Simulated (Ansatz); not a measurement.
```cif
data_structure
_symmetry_space_group_name_H-M 'P 1'
_symmetry_Int_Tables_number 1
_cell_length_a 10.6226
_cell_length_b 10.6226
_cell_length_c 10.6226
_cell_angle_alpha 90.000
_cell_angle_beta 90.000
_cell_angle_gamma 90.000
_cell_volume 1198.63
loop_
_atom_site_label
_atom_site_type_symbol
_atom_site_fract_x
_atom_site_fract_y
_atom_site_fract_z
_atom_site_occupancy
Hf1 Hf 0.00000 0.00000 0.00000 1
Hf2 Hf 0.50000 0.50000 0.00000 1
Hf3 Hf 0.50000 0.00000 0.50000 1
Hf4 Hf 0.00000 0.50000 0.50000 1
Hf5 Hf 0.25000 0.25000 0.25000 1
Hf6 Hf 0.75000 0.75000 0.25000 1
Hf7 Hf 0.75000 0.25000 0.75000 1
Hf8 Hf 0.25000 0.75000 0.75000 1
B1 B 0.12500 0.12500 0.12500 1
B2 B 0.62500 0.62500 0.12500 1
B3 B 0.62500 0.12500 0.62500 1
B4 B 0.12500 0.62500 0.62500 1
B5 B 0.37500 0.37500 0.12500 1
B6 B 0.87500 0.87500 0.12500 1
B7 B 0.87500 0.37500 0.62500 1
B8 B 0.37500 0.87500 0.62500 1
B9 B 0.37500 0.12500 0.37500 1
B10 B 0.87500 0.62500 0.37500 1
B11 B 0.87500 0.12500 0.87500 1
B12 B 0.37500 0.62500 0.87500 1
B13 B 0.12500 0.37500 0.37500 1
B14 B 0.62500 0.87500 0.37500 1
B15 B 0.62500 0.37500 0.87500 1
B16 B 0.12500 0.87500 0.87500 1
```

Space group Fd-3m; a structure generated by program, which may or may not match a known phase.

All numbers below come from DFT PBE, scalar-relativistic, plane waves, PAW in Ansatz 0.2.0.

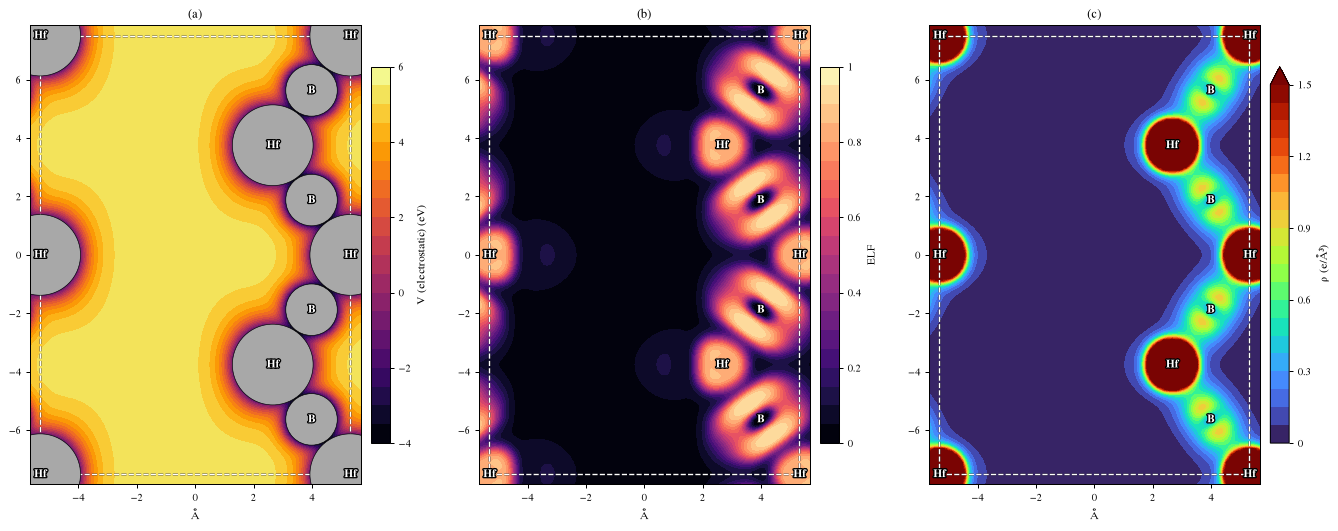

HfB2. (a) electrostatic potential energy of an electron; (b) electron localisation function; (c) valence electron density on the (101) plane of the conventional cell. Grey discs cover the atomic cores in the potential map.

Core electrons are frozen (PAW), and the valence fields are smoothed inside the atomic spheres.

Q: Read the bonding off the picture.

A:
- Atoms in the plane: Hf and B.
- Hf–B (2.30 Å): the density is about 0.62 e/Å³ at the midpoint; the ELF peaks at about 0.95 in the valence shell of B, 0.7 Å from its nucleus, and is about 0.45 at the midpoint.
- The density dies away to nearly zero in the voids.
- The features right at Hf lie inside the PAW spheres, where the map follows smoothed inner orbitals and isn't to be read closely.
- Outside the cores the potential energy rises away from the atoms and is highest about 3.6 Å from the nearest atoms; its zero is arbitrary.

Q: Does the calculation make it a metal, or give it a gap?

A: It is gapless in this calculation (a metal or semimetal).
